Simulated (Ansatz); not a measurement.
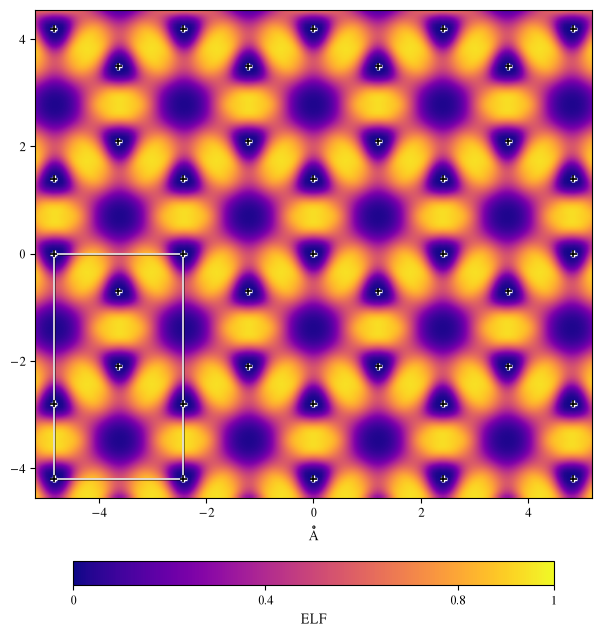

The ELF on a plane through atoms (crosses mark nuclei in the plane).

Method: Kohn-Sham DFT of a periodic cell, r2SCAN, Ansatz PAW in Ansatz 0.2.0.

Candidates:
A. HfO2, a = 3.56 Å, b = 3.56 Å, c = 5.17 Å, α = 90.00°, β = 90.00°, γ = 90.00°. Space group P4₂/nmc; a structure from a database of computed crystals, not necessarily the ambient phase; computed pressure about 4 GPa in this cell.
B. C, a = 2.42 Å, b = 4.20 Å, c = 7.08 Å, α = 90.00°, β = 90.00°, γ = 90.00°. Space group Cmme; a structure from a database of computed crystals, not necessarily the ambient phase; computed pressure about 12 GPa in this cell.

Which system is this?

Candidate B: C on the (001) plane of the conventional cell, which holds C. C–C (1.40 Å): the ELF peaks at about 0.95 between the atoms: localised, covalent bonding.
